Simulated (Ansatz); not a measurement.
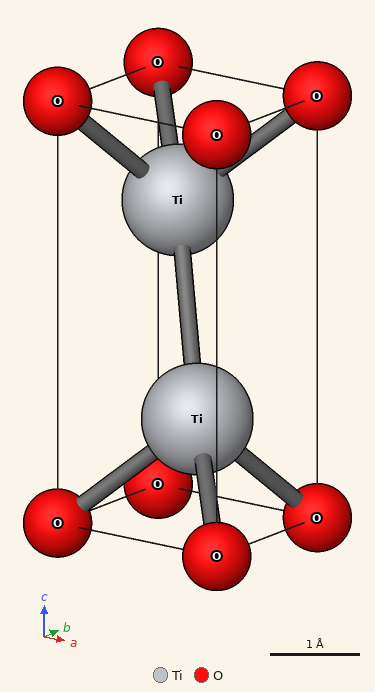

This is a crystal of Ti2O (set up in P-3m1). Style: ball-and-stick. Shown: the cell of the calculation, slightly off an axis.

These are results of Ansatz, DFT r2SCAN, scalar-relativistic, plane waves, PAW, not measurements. (plane-wave cutoff 500 eV; k-point mesh 18 × 18 × 10; occupations gaussian; smearing width 0.1 eV; no spin polarisation)

The variant: The crystal is put under a hydrostatic pressure of 30 GPa. Cell and atoms are relaxed at that pressure.

> What does the calculation give for the changed structure?

Cell: a = b 2.951 → 2.831 Å (−4.1 %), c 4.814 → 4.646 Å (−3.5 %). Volume −11.2 %. The largest moves relative to the cell, 0.014 Å, are those of Ti atoms. O stays in place. Some distances before and after: Ti–Ti 2.803 → 2.677 Å, Ti–Ti 2.951 → 2.831 Å, O–Ti 2.140 → 2.065 Å. The space group stays P-3m1 (No. 164). It costs 115 meV per atom. The pressure goes from 0.0 to 30.0 GPa. It is metallic before and after.

Drawn alike, the variant:

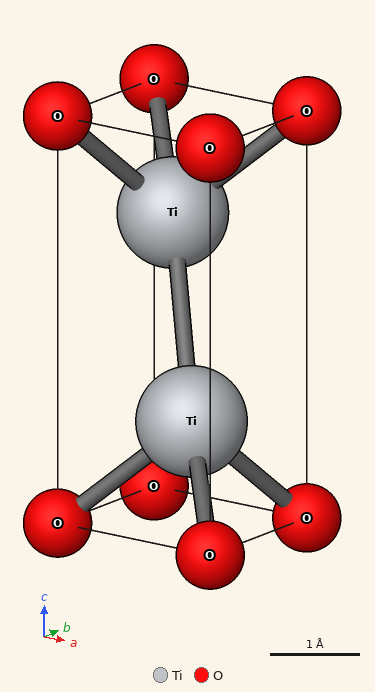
